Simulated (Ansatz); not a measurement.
# Single-point calculation, with input and output: ZnO

System: ZnO (slab, 16 atoms in the cell).
Method: DFT, PBEsol, plane waves, PAW, no spin polarisation (Ansatz 0.2.0).

The structure derives from an entry of the Crystallography Open Database.

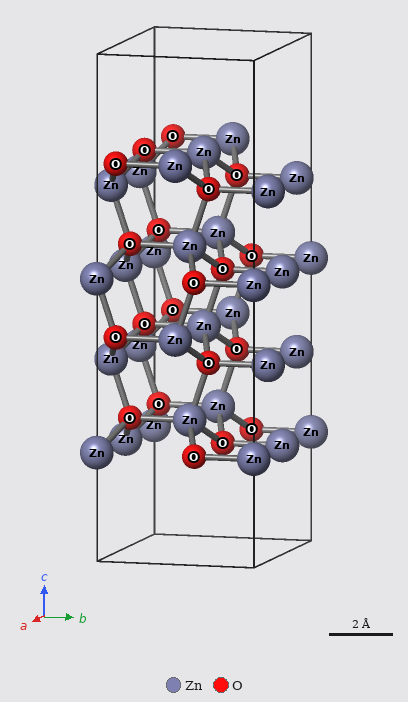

Fig. 1: The structure as given in the input (ball-and-stick view of the 2 × 1 repeat of the cell, with the vacuum cut short, seen slightly off an axis). An atom can appear more than once, as a periodic image. Near neighbours in the periodic cell (some may lie outside the picture): Zn has 3 O at 1.97 to 1.98 Å; O has 3 Zn at 1.97 to 1.98 Å; Zn has 4 O at 1.97 to 1.98 Å; O has 4 Zn at 1.97 to 1.98 Å.

### Input
```yaml
crystal:
  lattice:
    - [3.2300235105, 0.0, 0.0]
    - [0.0, 5.2142972728, 0.0]
    - [0.0, 0.0, 24.3242747163]
  atoms:
    - { symbol: Zn, position: [0.0, 0.9984156875, 0.3083339622] }
    - { symbol: O, position: [0.0, 0.6194843125, 0.3083339622] }
    - { symbol: Zn, position: [0.5, 0.4984156875, 0.3466671697] }
    - { symbol: O, position: [0.5, 0.1194843125, 0.3466671697] }
    - { symbol: Zn, position: [0.5, 0.9984156875, 0.4233335849] }
    - { symbol: O, position: [0.5, 0.6194843125, 0.4233335849] }
    - { symbol: Zn, position: [0.0, 0.4984156875, 0.4616667924] }
    - { symbol: O, position: [0.0, 0.1194843125, 0.4616667924] }
    - { symbol: Zn, position: [0.0, 0.9984156875, 0.5383332076] }
    - { symbol: O, position: [0.0, 0.6194843125, 0.5383332076] }
    - { symbol: Zn, position: [0.5, 0.4984156875, 0.5766664151] }
    - { symbol: O, position: [0.5, 0.1194843125, 0.5766664151] }
    - { symbol: Zn, position: [0.5, 0.9984156875, 0.6533328303] }
    - { symbol: O, position: [0.5, 0.6194843125, 0.6533328303] }
    - { symbol: Zn, position: [0.0, 0.4984156875, 0.6916660378] }
    - { symbol: O, position: [0.0, 0.1194843125, 0.6916660378] }
  symmetry: { detect: false }
basis:
  ecutwfc: "400 eV"
kpoints:
  mp_grid: { grid: [8, 5, 1] }
hamiltonian:
  xc: pbesol
scf:
  occupations: { method: gaussian, width: 0.05 }
  initial_density: { chi_scale: 0.1 }
output:
  forces: true
  eigenvalues: true
  stress: true
efield:
  axis: 3
  dipole_correction: true
  ramp_width: 0.04
```

Launch command:
```bash
ansatz run input.yaml --threads 2 --pin off --max-ram 5120MiB --backend cpu --events-out ev --progress --plain --runs-dir out
```

### What the program printed
```
Warning: basis.ecutwfc = 400 eV is below the records' recommended 420 eV, and the density's cutoff is lower with it unless basis.ecutrho_ratio is high enough to keep the records' density cutoff: compare with a run at a higher cutoff
Engine: ansatz 0.2.0, aarch64-unknown-linux-gnu
Pseudopotentials: kind: paw
Pseudopotential: Zn, paw, valence charge 12, recommended cutoff 420 eV (normal), Zn.paw.azcp
Pseudopotential: O, paw, valence charge 6, recommended cutoff 420 eV (normal), O.paw.azcp
Functional definition: PBEsol
  exchange = pbesol_x
  correlation = pbesol_c
Crystal: 16 atoms, lattice volume = 409.677 Å³
Basis set: ecut = 400 eV, 7445 PW (Γ), exchange–correlation on 48×72×320 points (8 copies of the dense FFT grid, shifted against one another)
Bands: 88, of which v1, the nominal top of the filled ones, is band 72 counted from 1 (71 counted from 0)
Symmetry: 1 space group operations
k-points: 21 of 40 (time reversal used)
Non-local potential: Zn, projectors of the file, l = 0: 2, l = 1: 2, l = 2: 3, l = 3: 1
Non-local potential: O, projectors of the file, l = 0: 2, l = 1: 2, l = 2: 1
PAW form: soft (Blöchl's): semilocal exchange-correlation on the pseudo side does not see the compensation charge
PAW frozen core: Zn, regenerated for the run's functional, and the local potential with it (the file was generated under x = pbe(κ = 0.804, μ = 0.2195149727645171), c = pbe(β = 0.06672455060314922))
PAW frozen core: O, regenerated for the run's functional, and the local potential with it (the file was generated under x = pbe(κ = 0.804, μ = 0.2195149727645171), c = pbe(β = 0.06672455060314922))
PAW one-centre angular grid: Zn, 590 points (default); XC on 64 Gauss nodes
PAW one-centre angular grid: O, 110 points (default); XC on 64 Gauss nodes
Initial density: superposition of atomic densities (chi_scale 0.1, normalization cell, long waves kept (reshape's long-wave potential 0.14 eV rms))
Initial wavefunctions: pseudopotential atomic-orbital guess
Functional: x = pbesol(κ = 0.804, μ = 0.12345679012345678), c = pbesol(β = 0.046)
SCF iter   1: F=—  HF=-30737.972481 eV  |F-HF|=—  |Δ(HF+E_count)|=         —  Δρ=6.93e-2  dr2=1.10e1  ethr=3.10e-3  p=0.000 e·Å  D=6.33e-14 V/Å  ΔV_dip=-0.00 eV  dr2_dipole=7.23e-10  V_vac-E_F(+/−)=6.53/6.53 eV  ⟨swp⟩=8.3  Hψ=8831  notcnv=0  defer=44
efield: sawtooth ramp at fractional position 0.9800 (placed from the atoms, in the widest stretch of the axis that holds none; the zero of the levels goes with the place), width 0.0400; the density the first Hamiltonian is built on has a dipole p = 0.000 e·Å; the dipole correction subtracts the counter field D = 6.33e-14 V/Å, which shifts the + side's vacuum level by -0.00 eV against the − side's; the planar-averaged density in the ramp window peaks in size at 2.8e-5 e/Å³
preconditioner: auto → Resta (q_TF=auto, 2.292 Å⁻¹)  ε∞=3.8  [insulator: Δε(μ)=1.098 eV  Ē_g=13.184 eV  σ=0.050 eV  W_gap=1.00  n_scr=68 (ndim 8)  ℏωp=22.0 eV  f_vac=0.504  D(μ)=0.00/eV (n_scr^D=0)  ε∞_Penn≈3.8  vacuum switching on, ρ_ref=1.3e-2 e/Å³]
SCF iter   2: F=—  HF=-30734.759657 eV  |F-HF|=—  |Δ(HF+E_count)|=    3.21e0  Δρ=1.37e-2  dr2=8.32e-1  ethr=3.10e-3  p=0.000 e·Å  D=4.18e-6 V/Å  ΔV_dip=-0.00 eV  dr2_dipole=3.92e-10  V_vac-E_F(+/−)=5.74/5.74 eV  ⟨swp⟩=2.1  Hψ=3600  notcnv=0  defer=224
SCF iter   3: F=—  HF=-30734.172076 eV  |F-HF|=—  |Δ(HF+E_count)|=   5.88e-1  Δρ=1.36e-2  dr2=5.20e-1  ethr=5.78e-4  p=0.000 e·Å  D=2.25e-6 V/Å  ΔV_dip=-0.00 eV  dr2_dipole=1.09e-10  V_vac-E_F(+/−)=5.43/5.43 eV  ⟨swp⟩=2.0  Hψ=3598  notcnv=0  defer=224
SCF iter   4: F=—  HF=-30734.059533 eV  |F-HF|=—  |Δ(HF+E_count)|=   1.13e-1  Δρ=3.27e-3  dr2=2.78e-2  ethr=3.61e-4  p=0.000 e·Å  D=9.32e-8 V/Å  ΔV_dip=-0.00 eV  dr2_dipole=2.90e-12  V_vac-E_F(+/−)=5.03/5.03 eV  ⟨swp⟩=2.3  Hψ=3086  notcnv=0  defer=224
SCF iter   5: F=—  HF=-30734.086628 eV  |F-HF|=—  |Δ(HF+E_count)|=   2.71e-2  Δρ=2.79e-3  dr2=2.33e-2  ethr=1.93e-5  p=0.000 e·Å  D=4.95e-7 V/Å  ΔV_dip=-0.00 eV  dr2_dipole=7.97e-12  V_vac-E_F(+/−)=4.92/4.92 eV  ⟨swp⟩=2.1  Hψ=3771  notcnv=0  defer=220
SCF iter   6: F=—  HF=-30734.082498 eV  |F-HF|=—  |Δ(HF+E_count)|=   4.13e-3  Δρ=8.33e-4  dr2=2.23e-3  ethr=1.62e-5  p=0.000 e·Å  D=7.48e-7 V/Å  ΔV_dip=-0.00 eV  dr2_dipole=6.03e-11  V_vac-E_F(+/−)=4.95/4.95 eV  ⟨swp⟩=2.0  Hψ=3103  notcnv=0  defer=220
SCF iter   7: F=—  HF=-30734.082253 eV  |F-HF|=—  |Δ(HF+E_count)|=   2.44e-4  Δρ=2.28e-4  dr2=2.44e-4  ethr=1.55e-6  p=-0.000 e·Å  D=-1.74e-7 V/Å  ΔV_dip=0.00 eV  dr2_dipole=4.65e-12  V_vac-E_F(+/−)=4.92/4.92 eV  ⟨swp⟩=2.0  Hψ=2948  notcnv=0  defer=220
SCF iter   8: F=—  HF=-30734.082349 eV  |F-HF|=—  |Δ(HF+E_count)|=   9.54e-5  Δρ=1.61e-4  dr2=6.71e-5  ethr=1.69e-7  p=0.000 e·Å  D=1.65e-10 V/Å  ΔV_dip=-0.00 eV  dr2_dipole=1.40e-13  V_vac-E_F(+/−)=4.91/4.91 eV  ⟨swp⟩=2.0  Hψ=3135  notcnv=0  defer=220
SCF iter   9: F=—  HF=-30734.082309 eV  |F-HF|=—  |Δ(HF+E_count)|=   3.93e-5  Δρ=5.58e-5  dr2=1.21e-5  ethr=4.66e-8  p=0.000 e·Å  D=1.24e-7 V/Å  ΔV_dip=-0.00 eV  dr2_dipole=4.07e-14  V_vac-E_F(+/−)=4.90/4.90 eV  ⟨swp⟩=2.0  Hψ=3132  notcnv=0  defer=220
SCF iter  10: F=—  HF=-30734.082311 eV  |F-HF|=—  |Δ(HF+E_count)|=   1.93e-6  Δρ=1.86e-5  dr2=1.52e-6  ethr=8.40e-9  p=0.000 e·Å  D=9.56e-8 V/Å  ΔV_dip=-0.00 eV  dr2_dipole=1.49e-13  V_vac-E_F(+/−)=4.90/4.90 eV  ⟨swp⟩=2.0  Hψ=3077  notcnv=0  defer=220
SCF iter  11: F=—  HF=-30734.082312 eV  |F-HF|=—  |Δ(HF+E_count)|=   6.96e-7  Δρ=7.89e-6  dr2=2.01e-7  ethr=1.06e-9  p=0.000 e·Å  D=4.91e-8 V/Å  ΔV_dip=-0.00 eV  dr2_dipole=1.20e-14  V_vac-E_F(+/−)=4.90/4.90 eV  ⟨swp⟩=2.0  Hψ=2966  notcnv=0  defer=220
SCF iter  12: F=-30734.082312 eV  HF=-30734.082312 eV  |F-HF|=8.85e-8  |Δ(HF+E_count)|=   2.09e-7  Δρ=4.84e-6  dr2=7.68e-8  ethr=6.94e-11  p=0.000 e·Å  D=9.75e-8 V/Å  ΔV_dip=-0.00 eV  dr2_dipole=6.86e-13  V_vac-E_F(+/−)=4.90/4.90 eV  ⟨swp⟩=15.2  Hψ=10730  notcnv=0
SCF 1 converged in 12 iterations: F = -30734.082312 eV  dr2 = 7.68e-8
  greatest PAW one-centre occupation: 0.988 electrons in one spin orbital (limit 2), on the Zn atom at site 14 (counted from 0), in its partial waves of l = 2
```

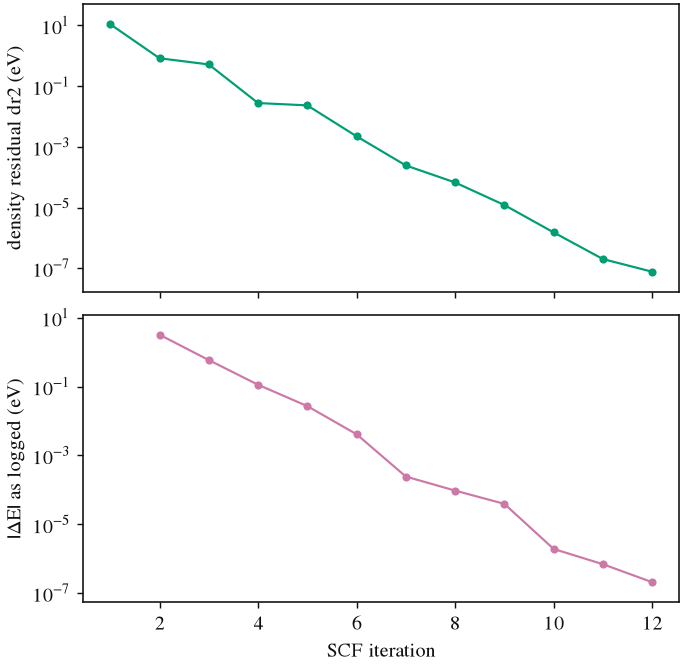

Fig. 2: Convergence of the self-consistent field: density residual dr2 and size of the energy change against the SCF iteration. The residual falls at every step.

```
SCF converged after 12 iterations
Free energy (F): -30734.082312 eV
Harris-Foulkes:  -30734.082312 eV  (|F-HF|=8.85e-8)
Internal energy: -30734.082312 eV  (E = F + TS)
E sigma→0 (E₀):  -30734.082312 eV
Fermi energy:    0.888211 eV
Dipole field:    D = -0.000001 V/Å  (p = -0.000002 e·Å, saw-weighted, corrected)
Work function:   Φ+ = 4.9005 eV   Φ− = 4.9004 eV
Levels:          The Fermi level and band energies are counted from a zero that moves with the ramp; work functions are not
--- Per-component energies (eV) ---
  E_band       = -723.730519
  E_kinetic    = 2437.223808
  E_local      = -151310.545209  (includes V_loc(G=0)·N_el)
  E_nonlocal   = 5347.111123
  E_hartree    = 73729.530047
  E_xc         = -1657.086794
  E_vxc        = -1153.934051  (∫ρ·V_xc dr)
  E_paw        = -15574.525748  (= ΣΔE_a)
  E_vpaw       = -3502.665510  (= ΣTr[D̂ρ^β])
  E_aug_tail   = 0.019067  (compensation charges beyond the density's cutoff)
  E_efield     = 0.000000  (sawtooth field / dipole correction)
  E_vefield    = 0.000000  (∫n·V_field dr)
  E_ewald      = 56287.530250
  E_core_change = 6.661143  (= ΣΔE_core)
  E_smearing   = -0.000000  (= −TS)
  E_closure    = -0.000000  (closes the sum)
  Σ components = -30734.082312   (vs F -30734.082312, Δ=0.00e0)
--- Forces (eV/Å), atoms counted from 1 ---
  atom   1  Zn     0.00000001    -1.41779416     1.23072079
  atom   2  O      0.00000002     0.75882195     0.17156436
  atom   3  Zn    -0.00000000     0.71550367    -0.78781983
  atom   4  O      0.00000001     0.06583663    -0.94643500
  atom   5  Zn    -0.00000002    -0.22044768     0.19435858
  atom   6  O      0.00000000     0.03457650     0.33935207
  atom   7  Zn    -0.00000002     0.07706857    -0.11542453
  atom   8  O      0.00000002    -0.01355880    -0.17915211
  atom   9  Zn    -0.00000001     0.07706849     0.11542492
  atom  10  O      0.00000001    -0.01355882     0.17915182
  atom  11  Zn    -0.00000001    -0.22044786    -0.19435871
  atom  12  O      0.00000001     0.03457645    -0.33935188
  atom  13  Zn    -0.00000000     0.71550442     0.78782149
  atom  14  O     -0.00000000     0.06583629     0.94643511
  atom  15  Zn     0.00000002    -1.41779477    -1.23071955
  atom  16  O      0.00000000     0.75882286    -0.17156656
  max |Σ_I F_I| component: 1.37e-5 eV/Å
--- Stress (GPa, compression-positive) ---
       -1.082464      -0.000000       0.000000
       -0.000000      -2.337259       0.000000
        0.000000       0.000000      -0.619299
  P = ⅓ Tr σ = -1.3463 GPa (-13.463 kbar)
--- Band table (eV; the first three rows and the last of 21) ---
  k-point 0: bands = ["-17.7293", "-17.6224", "-17.3876", "-17.1057", "-16.9095", "-16.7824", "-15.7353", "-15.7344", "-6.0023", "-5.9641", "-5.7485", "-5.7458", "-5.6122", "-5.5686", "-5.4785", "-5.4603", "-5.3617", "-5.3423", "-5.3400", "-5.2414", "-5.1943", "-5.1462", "-5.0679", "-4.9999", "-4.9730", "-4.9386", "-4.9272", "-4.9028", "-4.8093", "-4.8028", "-4.6844", "-4.6468", "-4.4211", "-4.4082", "-4.2930", "-4.2799", "-4.2186", "-4.2087", "-4.1972", "-4.1830", "-4.0593", "-3.9920", "-3.9633", "-3.9598", "-3.7968", "-3.7667", "-3.6836", "-3.6559", "-3.6358", "-3.6349", "-3.4631", "-3.4162", "-2.7493", "-2.6722", "-2.4409", "-1.8289", "-1.7583", "-1.4633", "-1.4198", "-0.9969", "-0.8413", "-0.6508", "-0.5947", "-0.3105", "-0.2294", "-0.0017", "0.0129", "0.0774", "0.2581", "0.2776", "0.6137", "0.6619", "1.1145", "1.8061", "2.9928", "4.3080", "5.4199", "5.8050", "5.9453", "6.0606", "6.7099", "6.8663", "7.5146", "7.6797", "8.0361", "8.0713", "8.4600", "8.4747"]
  k-point 1: bands = ["-17.6797", "-17.5946", "-17.3633", "-17.0878", "-16.9699", "-16.8210", "-15.7466", "-15.7456", "-6.0343", "-5.9974", "-5.7479", "-5.7456", "-5.6757", "-5.6688", "-5.5868", "-5.5781", "-5.4669", "-5.4019", "-5.3278", "-5.2415", "-5.2253", "-5.1665", "-5.0857", "-5.0370", "-5.0261", "-4.9419", "-4.9325", "-4.9322", "-4.9278", "-4.8510", "-4.7749", "-4.7123", "-4.4760", "-4.4199", "-4.2927", "-4.2909", "-4.2188", "-4.1908", "-4.1823", "-4.1803", "-4.0868", "-3.9995", "-3.9835", "-3.9316", "-3.8412", "-3.7466", "-3.6423", "-3.6406", "-3.4205", "-3.2597", "-3.1774", "-3.1498", "-2.8096", "-2.2735", "-2.1705", "-1.8799", "-1.6826", "-1.3629", "-1.2995", "-1.0750", "-0.9310", "-0.6016", "-0.5358", "-0.5154", "-0.4167", "-0.2658", "-0.0861", "-0.0096", "0.2308", "0.2544", "0.5556", "0.6012", "1.8236", "2.1827", "3.2141", "4.3839", "5.4691", "5.5599", "5.8926", "5.9860", "6.4820", "6.4876", "7.2059", "7.2812", "7.7044", "8.2557", "8.7893", "8.8119"]
  k-point 2: bands = ["-17.5798", "-17.5504", "-17.2865", "-17.1416", "-17.0089", "-16.9153", "-15.7648", "-15.7643", "-6.0864", "-6.0688", "-5.8061", "-5.7898", "-5.7616", "-5.7489", "-5.7462", "-5.7454", "-5.5596", "-5.5219", "-5.2850", "-5.2596", "-5.2305", "-5.2270", "-5.1018", "-5.0971", "-5.0698", "-5.0030", "-4.9814", "-4.9802", "-4.9279", "-4.9178", "-4.8450", "-4.8234", "-4.4717", "-4.4397", "-4.3157", "-4.3118", "-4.1896", "-4.1730", "-4.1438", "-4.1368", "-4.0249", "-4.0169", "-4.0148", "-3.9481", "-3.8605", "-3.8042", "-3.6495", "-3.6486", "-3.2758", "-3.0890", "-2.7148", "-2.5466", "-2.3870", "-2.1594", "-1.6089", "-1.4078", "-1.3769", "-1.3744", "-1.3558", "-1.1963", "-0.9232", "-0.8125", "-0.7443", "-0.6781", "-0.5782", "-0.3938", "-0.3803", "-0.2062", "0.2621", "0.2666", "0.4571", "0.4806", "2.7183", "2.8122", "3.8458", "4.6119", "4.8721", "5.2730", "5.6996", "5.7815", "6.1259", "6.2916", "6.7494", "7.1318", "7.6735", "7.8989", "8.1241", "8.6820"]
  k-point 20: bands = ["-17.2733", "-17.2730", "-16.9853", "-16.9112", "-16.7835", "-16.7809", "-15.5328", "-15.5328", "-5.8800", "-5.8761", "-5.8284", "-5.8263", "-5.6668", "-5.6630", "-5.5886", "-5.5441", "-5.2744", "-5.2610", "-5.2150", "-5.2107", "-5.1211", "-5.0604", "-5.0154", "-4.9652", "-4.9618", "-4.8675", "-4.8241", "-4.8236", "-4.7664", "-4.7377", "-4.6548", "-4.6470", "-4.6125", "-4.6113", "-4.3465", "-4.3426", "-4.0334", "-4.0205", "-4.0129", "-3.9984", "-3.9412", "-3.8872", "-3.8810", "-3.8678", "-3.7017", "-3.6834", "-3.6306", "-3.5855", "-3.3843", "-3.3539", "-3.3168", "-3.3134", "-3.1597", "-3.1314", "-3.0488", "-2.9895", "-2.0377", "-1.8321", "-1.8201", "-1.4217", "-1.3249", "-1.3082", "-1.3049", "-1.0837", "-0.9228", "-0.9086", "-0.8310", "-0.8010", "-0.7609", "-0.7536", "-0.0602", "-0.0547", "4.4496", "4.4815", "5.8590", "6.1251", "6.1844", "6.4485", "6.5602", "6.7155", "7.0590", "7.1925", "8.5328", "8.5684", "8.7525", "9.0241", "9.1929", "9.2849"]
```

### Key numbers

| quantity | value |
| --- | --- |
| outcome | converged |
| electrons treated | 144 |
| free energy | −30734.0823 eV |
| Fermi energy | 0.888 eV |
| gap on the k-point mesh | 0.45 eV |
| largest force (length of the vector) | 1.877 eV/Å |
| hardware | 2 threads of Arm Neoverse V1, 24 GiB of memory available, shared host |
| wall time | 71 s (CPU time 2.4 min) |
| peak memory | 0.92 GiB |

### Remarks

Settings chosen away from the usual ones: basis.ecutwfc set to 400 eV (from 420); scf.initial_density.chi_scale set to 0.1; crystal.symmetry set to {"detect": false}. These settings are looser than, or depart from, a standard set-up, so the numbers are not reference values for this system. The program warns: the cutoff is below the recommended one. So coarse a mesh can miss the band edges, so the true gap of this method can be much smaller, or zero.
